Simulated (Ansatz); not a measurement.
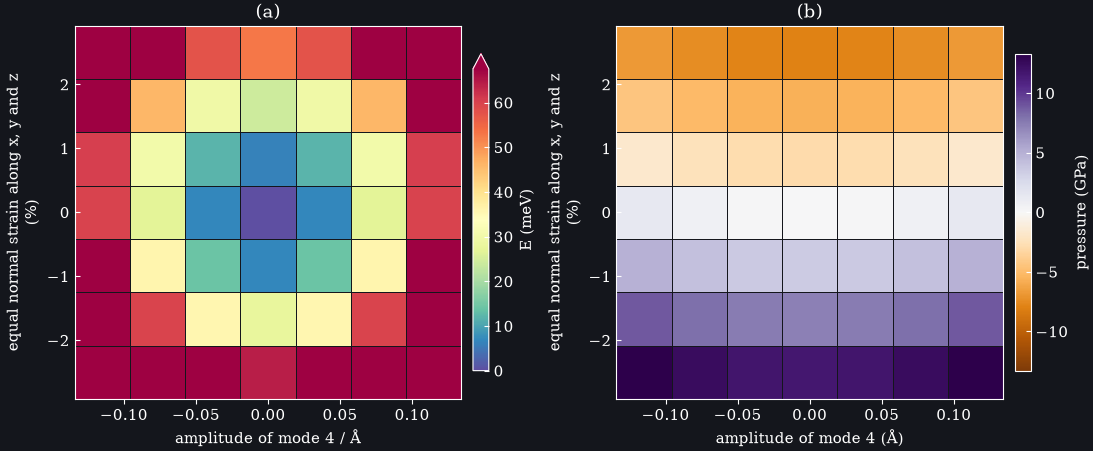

AlCu (Pm-3m, No. 221; 2 atoms in the cell). 
- The energy is mapped over a normal mode and a strain (zone-centre modes of the 2-atom cell of this scan) (x, y and z along the cube axes).
- Coordinates scanned: (1) amplitude of mode 4 (253 cm⁻¹), largest displacement in the unstrained cell; (2) equal normal strain along x, y and z.
- Nothing is relaxed (the pattern is fixed in fractional coordinates).
- The grid has 7 × 7 points; 28 points were computed and 21 follow by symmetry.
- Points are written as (first, second).
- Energies: meV per cell, counted from the lowest grid point.
- These are results of DFT PBEsol, scalar-relativistic, plane waves, PAW in Ansatz, not measurements. Settings: cutoff 520 eV, k-mesh 16×16×16, gaussian smearing 0.15 eV, no spin polarisation.

Panel (a) is the energy and panel (b) the computed pressure on the same grid.

In the figure: one coloured cell a grid point, one colour for all values above the top of the scale.

### How does the pressure vary over the map, and what is it at the lowest grid point?

It runs from −8.0 GPa at (0.000 Å, 2.50 %) to 13.3 GPa at (−0.115 Å, −2.50 %). At the lowest grid point, (0.000 Å, 0.00 %), it is 0.0 GPa.

PAW datasets: the set soft_1.
